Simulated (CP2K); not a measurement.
C: single-point calculation (part 4 of 4)

Continued. System: C (R-3m, 8 atoms in the cell). Method: DFTB (self-consistent charges), tables shipped with the program (CP2K 2026.2); 7×7×7 k-mesh. The structure derives from a Materials Project entry. The run did not end well. The geometry comes from this level: r2scan-rvv10.

Geometry of the input (Å; fractional positions):
```
13.6949  0.0000  0.0000
13.4748  2.4452  0.0000
13.4748  1.2127  2.1233
C  0.0410  0.0410  0.0410
C  0.8769  0.8769  0.8769
C  0.7898  0.7898  0.7898
C  0.1231  0.1231  0.1231
C  0.9590  0.9590  0.9590
C  0.3744  0.3744  0.3744
C  0.2102  0.2102  0.2102
C  0.6256  0.6256  0.6256
```

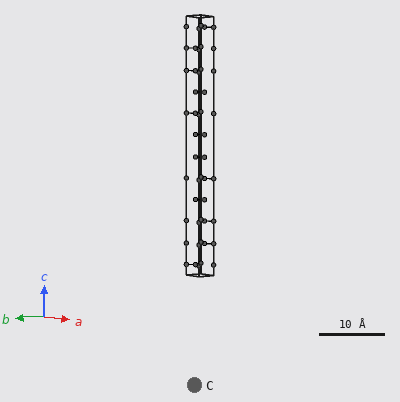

*The input geometry (ball-and-stick view of the cell 3 times as large as that of the calculation, set on its symmetry axes, seen at an oblique angle). An atom can appear more than once, as a periodic image.*

The program's output, continued:
```
 SPGR STRESS| Symmetrized stress tensor [GPa]
 SPGR STRESS|                        x                   y                   z
 SPGR STRESS|      x        3.96935920341E-02   3.85426293025E-04   2.15262092931E-04
 SPGR STRESS|      y        3.85426293025E-04   3.54505120590E-02   1.16719288083E-03
 SPGR STRESS|      z        2.15262092931E-04   1.16719288083E-03   3.40713919879E-02
 SPGR STRESS| 1/3 Trace                                             3.64051653603E-02
 SPGR STRESS| Determinant                                           4.78832507845E-05

 SPGR STRESS| Eigenvectors and eigenvalues of the symmetrized stress tensor [GPa]
 SPGR STRESS|                        1                   2                   3
 SPGR STRESS| Eigenvalues   3.34052826231E-02   3.60629439719E-02   3.97472694860E-02
 SPGR STRESS|      x           0.000656274530     -0.120699618853      0.992688859267
 SPGR STRESS|      y          -0.495748765197      0.862077360784      0.105146496993
 SPGR STRESS|      z           0.868465733987      0.492193281174      0.059270927591

 OPT| **************************************************************************
 OPT| Step number                                                             30
 OPT| Optimization method                                                   BFGS
 OPT| Total energy [hartree]                                      -13.8759188647
 OPT| Internal pressure [bar]                                     364.0516536034
 OPT| Effective energy change [hartree]                             0.0006122853
 OPT| Predicted energy change [hartree]                            -0.0000022165
 OPT| Scaling factor                                                0.0000000000
 OPT| Step size                                                     0.0890533487
 OPT| Trust radius                                                  0.4724315332
 OPT| Decrease in energy                                                      NO
 OPT| Used time [s]                                                        1.986
 OPT|
 OPT| Maximum step size                                             0.0890533487
 OPT| Convergence limit for maximum step size                       0.0030000000
 OPT| Maximum step size is converged                                          NO
 OPT|
 OPT| RMS step size                                                 0.0281879976
 OPT| Convergence limit for RMS step size                           0.0015000000
 OPT| RMS step size is converged                                              NO
 OPT|
 OPT| Maximum gradient                                              0.0001514993
 OPT| Convergence limit for maximum gradient                        0.0003000000
 OPT| Maximum gradient is converged                                          YES
 OPT|
 OPT| RMS gradient                                                  0.0000468457
 OPT| Convergence limit for RMS gradient                            0.0003000000
 OPT| RMS gradient is converged                                              YES
 OPT|
 OPT| Pressure deviation [bar]                                    364.0516536034
 OPT| Pressure tolerance [bar]                                    300.0000000000
 OPT| Pressure is converged                                                   NO
 OPT| **************************************************************************
 OPT| Estimated peak process memory after this step [MiB]                    213

 *** MAXIMUM NUMBER OF OPTIMIZATION STEPS REACHED ***
 ***        EXITING GEOMETRY OPTIMIZATION         ***

 write_final_structure: Optimization not yet converged, writing XYZ file anyway:
  run-FINAL-1_30.xyz

 write_final_structure: Optimization not yet converged, writing CIF file anyway:
  run-FINAL-1_30.cif

 write_final_structure: Done!
```

What the run reported:

```csv
quantity,value
outcome,not converged
space group (tolerance 0.01 Å),R-3m (166)
hardware,"2 threads of Arm Neoverse V1, 24 GiB of memory available, shared host"
wall time,60 s (CPU time 99 s)
peak memory,0.21 GiB
```

What went wrong:

The run did not converge. Its last values are not results.
